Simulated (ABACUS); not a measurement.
**C: 7 runs along one coordinate**

System: C (P6₃/mmc, 4 atoms in the cell).
Method: Kohn-Sham DFT of a periodic cell, PBE, PseudoDojo NC SR 0.4.1 PBE standard, no spin polarisation (ABACUS 3.10.1).

The 7 runs differ only in the geometry, by an even scaling of the cell at fixed fractional positions. The structure derives from an entry of the Crystallography Open Database.

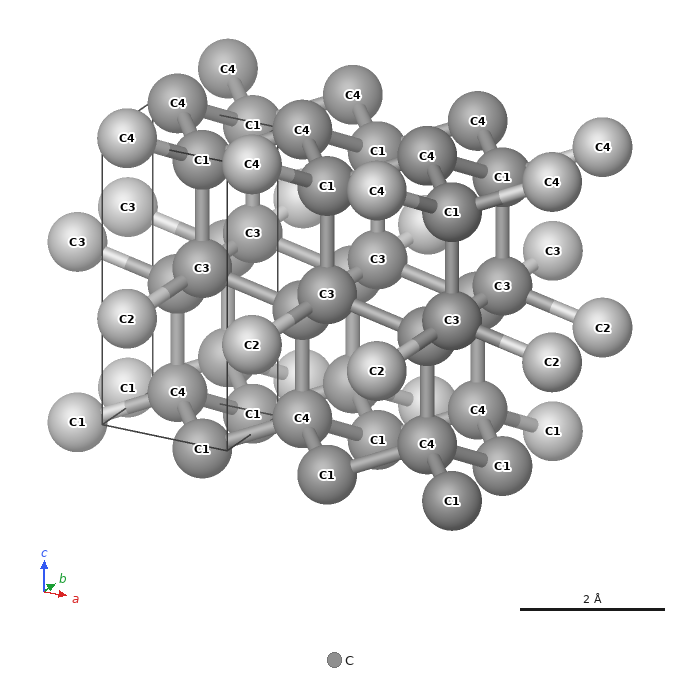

Figure 1. The structure of run 4 (ball-and-stick view of the cell of the calculation, repeated 3 × 2 × 1, seen slightly off an axis; neighbours outside the cell are drawn fainter; atoms are numbered from 1 in the order of the input).

**The input of run 4**
```
INPUT_PARAMETERS
suffix              C
calculation         scf
basis_type          lcao
pseudo_dir          ./
orbital_dir         ./
symmetry            1
dft_functional      pbe
ecutwfc             100
pseudo_rcut         10
nspin               1
nbands              12
ks_solver           genelpa
smearing_method     fd
smearing_sigma      0.00367493
scf_thr             1e-07
scf_nmax            100
mixing_type         broyden
mixing_beta         0.7
cal_force           1
cal_stress          1
out_mul             1
```

**File STRU of run 4**
```
ATOMIC_SPECIES
C 12.0110 C.upf

NUMERICAL_ORBITAL
C_confined-atom_6au_2s2p1d.orb

LATTICE_CONSTANT
1.8897261246

LATTICE_VECTORS
2.5221000000 0.0000000000 0.0000000000
-1.2610500000 2.1842026709 0.0000000000
0.0000000000 0.0000000000 4.1186000000

ATOMIC_POSITIONS
Direct

C
0.0
4
0.6666666667 0.3333333333 0.9375000000 1 1 1
0.3333333333 0.6666666667 0.4375000000 1 1 1
0.6666666667 0.3333333333 0.5625000000 1 1 1
0.3333333333 0.6666666667 0.0625000000 1 1 1
```

**File KPT of run 4**
```
K_POINTS
0
Gamma
12 12 7 0 0 0
```

Command:
```bash
OMP_NUM_THREADS=1 mpirun -np 4 abacus > log
```

Lattice vectors (Å) and fractional positions of run 4:
```
   2.522100    0.000000    0.000000
  -1.261050    2.184203    0.000000
   0.000000    0.000000    4.118600
C   0.666667  0.333333  0.937500
C   0.333333  0.666667  0.437500
C   0.666667  0.333333  0.562500
C   0.333333  0.666667  0.062500
```

Run 2 differs from it as follows:
```diff
-2.5221000000 0.0000000000 0.0000000000
--1.2610500000 2.1842026709 0.0000000000
-0.0000000000 0.0000000000 4.1186000000
+2.4880133891 0.0000000000 0.0000000000
+-1.2440066945 2.1546827999 0.0000000000
+0.0000000000 0.0000000000 4.0629364197
```

**Results, with one run withheld**

```tsv
run	volume per atom (Å³)	free energy per atom, from the lowest run given (meV)	pressure (GPa)	gap on the mesh (eV)
1	5.332	46.60	37.07	3.30
2	5.445	?	?	?
3	5.559	9.57	15.86	3.44
4	5.672	1.66	6.63	3.50
5	5.786	0.00	−1.80	3.56
6	5.899	4.04	−9.51	3.61
7	6.012	13.31	−16.55	3.67
```

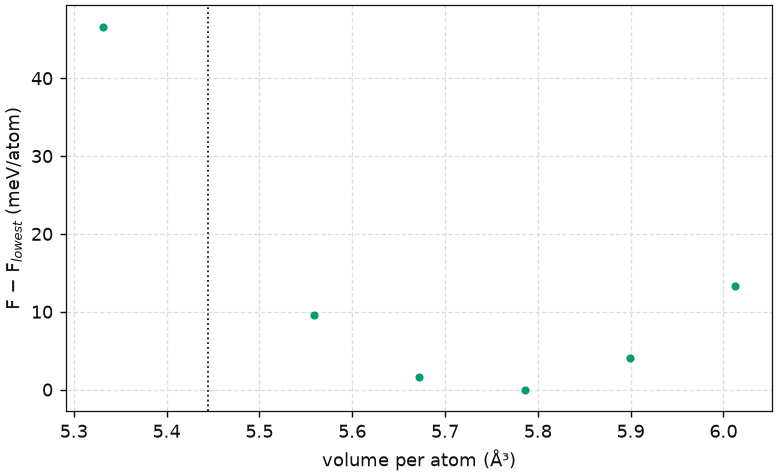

Figure 2. Free energy per atom of the runs given; the dotted line marks run 2.

Estimate the energy of run 2 from the others.

A cubic polynomial in V^(−2/3) (the Birch–Murnaghan form), fitted to the 6 runs given, misses them by at most 0.01 meV per atom. With x = V^(−2/3) − 0.31329 Å⁻², it reads F = 0.61645 + 733.43 x + 1.741e+05 x² − 1.4632e+05 x³ (meV per atom). At run 2 it gives 24.42 meV per atom, and the run itself gives 24.33. The slope of the fit gives a pressure −dF/dV of 26.03 GPa there, and the run prints 25.98 GPa. The fit has its minimum at 5.761 Å³ per atom, where V d²F/dV² gives 419 GPa. Cell shape and fractional positions are held, so this is the stiffness under even scaling; the relaxed bulk modulus wasn't computed. The gap on the mesh goes, without turning, from 3.30 eV in run 1 to 3.67 eV in run 7; run 2 has 3.37 eV. These are gaps of this functional on this mesh, which can miss the band edges; they aren't the measured gap.

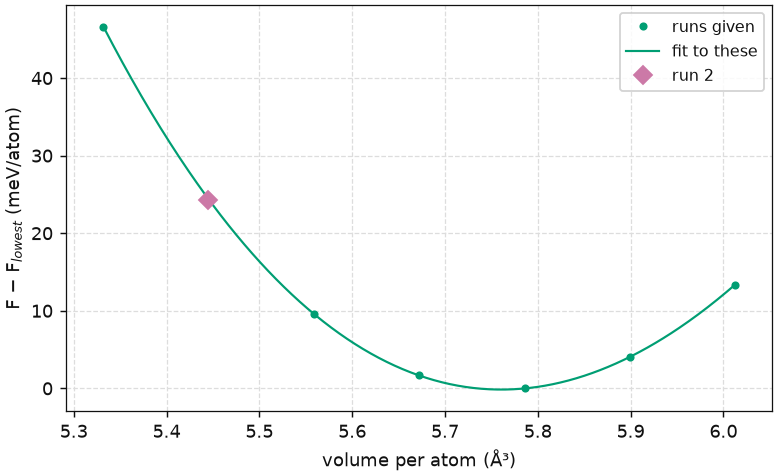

Figure 3. The fit and the withheld run.

**Some lines of the output (run 2)**
```
[...]
                             Volume (A^3) = 21.7809
 E_Fermi        1.1064622804         15.0541916350
 E_Fermi        1.1748048826         15.9840404411
 E_Fermi        1.1917489380         16.2145761422
 E_Fermi        1.1924469173         16.2240726380
 E_Fermi        1.1924370397         16.2239382460
 E_Fermi        1.1924607421         16.2242607345
 E_Fermi        1.1924596704         16.2242461530
 E_KS(sigma->0) -48.1006873820       -654.4434261119
 E_Fermi        1.1924591787         16.2242394624
 final etot is -654.44342611 eV
 EFERMI = 16.224239462 eV
 TOTAL-PRESSURE: 259.816859 KBAR
 !FINAL_ETOT_IS -654.4434261119462235 eV
```

Notes: Points of doubt noted for this run: home made orbitals.
